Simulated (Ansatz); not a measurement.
System: Ti₂O₃.

Input

```
crystal:
  lattice:
    - [2.5471936804, 1.4706229571, 4.5888037021]
    - [-2.5471936804, 1.4706229571, 4.5888037021]
    - [0.0, -2.9412459142, 4.5888037021]
  atoms:
    - { symbol: Ti, position: [0.8441041938, 0.8441041938, 0.8441041938] }
    - { symbol: Ti, position: [0.6558958062, 0.6558958062, 0.6558958062] }
    - { symbol: Ti, position: [0.1558958062, 0.1558958062, 0.1558958062] }
    - { symbol: Ti, position: [0.3441041938, 0.3441041938, 0.3441041938] }
    - { symbol: O, position: [0.0645243286, 0.4354756714, 0.75] }
    - { symbol: O, position: [0.75, 0.0645243286, 0.4354756714] }
    - { symbol: O, position: [0.4354756714, 0.75, 0.0645243286] }
    - { symbol: O, position: [0.9354756714, 0.5645243286, 0.25] }
    - { symbol: O, position: [0.25, 0.9354756714, 0.5645243286] }
    - { symbol: O, position: [0.5645243286, 0.25, 0.9354756714] }
basis:
  ecutwfc: 500
kpoints:
  mp_grid: { grid: [12, 12, 12] }
hamiltonian:
  xc: r2scan
scf:
  occupations: { method: gaussian, width: 0.15 }
output:
  forces: true
  stress: true
  eigenvalues: true
  write_density: true
  write_potential: true
  elf: true
  volumetric_format: npy
```

Run with:

```sh
ansatz run input.yaml --threads 2 --pin off --max-ram 5120MiB --backend cpu --events-out ev --progress --plain --runs-dir out
```

Below, planes, directions and counts refer to the conventional cell (a = 5.09 Å, b = 5.09 Å, c = 13.77 Å, α = 90.00°, β = 90.00°, γ = 120.00°).

Space group R-3c; computed without spin polarisation.

All numbers below come from DFT r2SCAN, scalar-relativistic, plane waves, PAW (Ansatz 0.2.0).

What can the converged valence pseudo-density and electron localisation function tell about the bonding?

Answer. Ti–O (2.01 Å): ρ is about 0.58 e/Å³ halfway; the ELF peaks at about 0.85 in the valence shell of O, 0.6 Å from its nucleus, and is about 0.15 at the midpoint: no shared electron pair shows on this line.
Ti–Ti (2.59 Å): ρ is about 0.33 e/Å³ halfway; the ELF is about 0.30 at the midpoint.
Ti–O (2.06 Å): ρ is about 0.52 e/Å³ halfway; the ELF peaks at about 0.80 in the valence shell of O, 0.6 Å from its nucleus, and is about 0.15 at the midpoint; no shared electron pair shows on this line.

Metal or insulator at this level of theory?

Answer. It is metallic or semimetallic at this level of theory: no gap opens; semilocal functionals without U, or without the true magnetic order, often close the gap of such compounds.

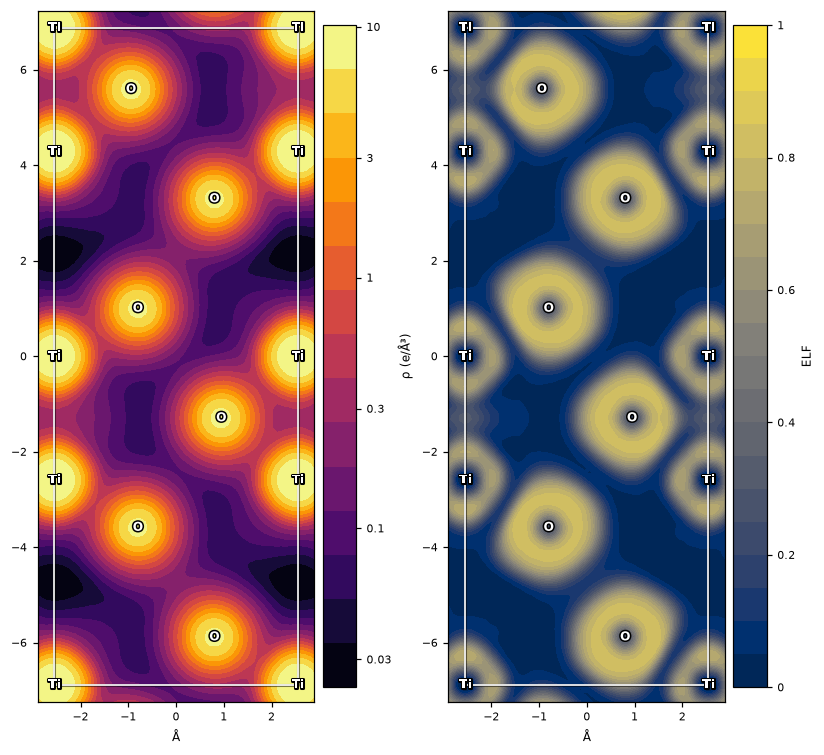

Computed valence pseudo-density and electron localisation function on the (010) plane of the conventional cell, in this order. 

Core electrons are frozen (PAW), and the valence fields are smoothed inside the atomic spheres.
